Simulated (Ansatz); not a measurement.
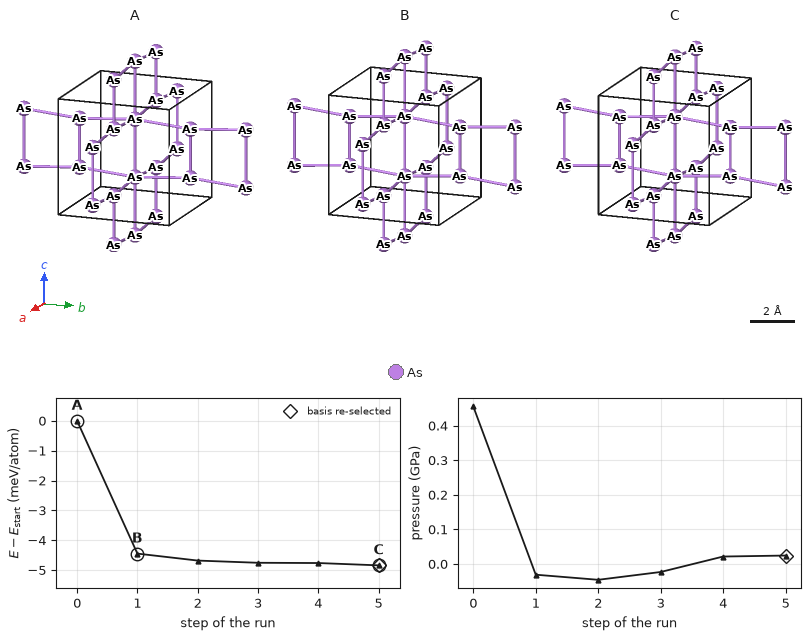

Frames of a relaxation of a crystal of As (a generated structure, set up in P4_2/mmc), marked on the history of the run. The picture is a ball-and-stick view of the cell of the calculation, seen slightly off an axis.

Level of theory: DFT PBE, scalar-relativistic, plane waves, PAW in Ansatz. (plane-wave cutoff 420 eV; k-point mesh 8 × 8 × 8; occupations gaussian; smearing width 0.1 eV; no spin polarisation; cell and atoms relaxed; force threshold 0.01 eV/Å; at most 80 steps)

> Describe the path.

The energy falls by 4.8 meV per atom in 4 accepted moves (5 points after the start). Largest force component: 0.039 eV/Å at the start, 0.005 eV/Å at the end. The pressure goes from 0.46 to 0.02 GPa. At 1 point the geometry stayed and the basis and grid were re-selected for the new cell (energy shift of 0.1 meV per atom at most each time). The largest moves relative to the cell, 0.036 Å, are those of As atoms. Cell: a = b 5.417 → 5.400 Å (−0.3 %), c 5.465 → 5.622 Å (+2.9 %). Volume +2.2 %. Among the contacts that change: As–As 2.733 → 2.811 Å, As–As 2.302 → 2.295 Å, As–As 2.717 → 2.712 Å. The space group stays P4_2/mmc (No. 131). The run took 7.6 min on 1 thread of Intel(R) Xeon(R) Processor @ 2.50GHz (Skylake/Cascade Lake), on a shared host, peak memory 0.73 GiB. From step 0 to 1: As atoms move most (0.03 Å), volume +1.9 %, energy −4.4 meV per atom. From step 1 to 5: volume +0.3 %, energy −0.4 meV per atom.

| step | E − E(0), meV/atom | largest force component, eV/Å | pressure, GPa | volume, Å³/atom | note |
| --- | --- | --- | --- | --- | --- |
| 0 | 0.00 | 0.0385 | 0.46 | 26.726 |  |
| 1 | -4.44 | 0.1007 | -0.03 | 27.241 |  |
| 2 | -4.68 | 0.0669 | -0.05 | 27.269 |  |
| 3 | -4.75 | 0.0211 | -0.02 | 27.313 |  |
| 4 | -4.76 | 0.0050 | 0.02 | 27.323 |  |
| 5 | -4.84 | 0.0050 | 0.02 | 27.323 | same geometry, new basis |
